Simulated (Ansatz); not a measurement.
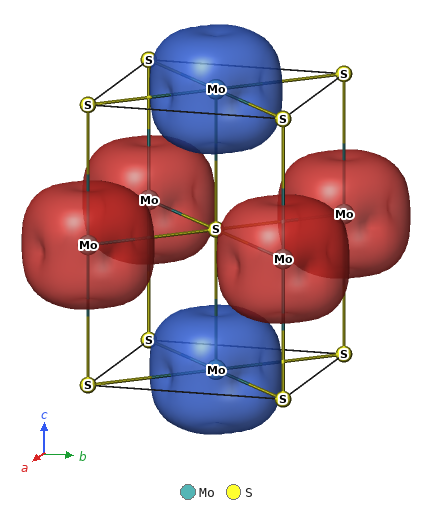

Figure. MoS. Isosurfaces of the spin density at +0.1 (red) and −0.1 e/Å³ (blue), seen slightly off an axis. Sticks mark near contacts.

Space group I4/mmm; started from the rocksalt prototype, which need not be the ambient phase; spin-polarised.

Theory: DFT r2SCAN, scalar-relativistic, plane waves, PAW (Ansatz).

The density is the valence pseudo-density of a PAW calculation; it isn't the true density close to the nuclei.

### Which atoms carry the moments, and with what signs?

The spin density sits on Mo: +2.0 μB and −2.0 μB in one cell of 4 atoms: antiferromagnetic in this solution, which needn't be the ground state, with some nearest magnetic neighbours parallel and some opposed. The cell of the calculation (4 atoms) carries 0.0 μB of net spin moment.
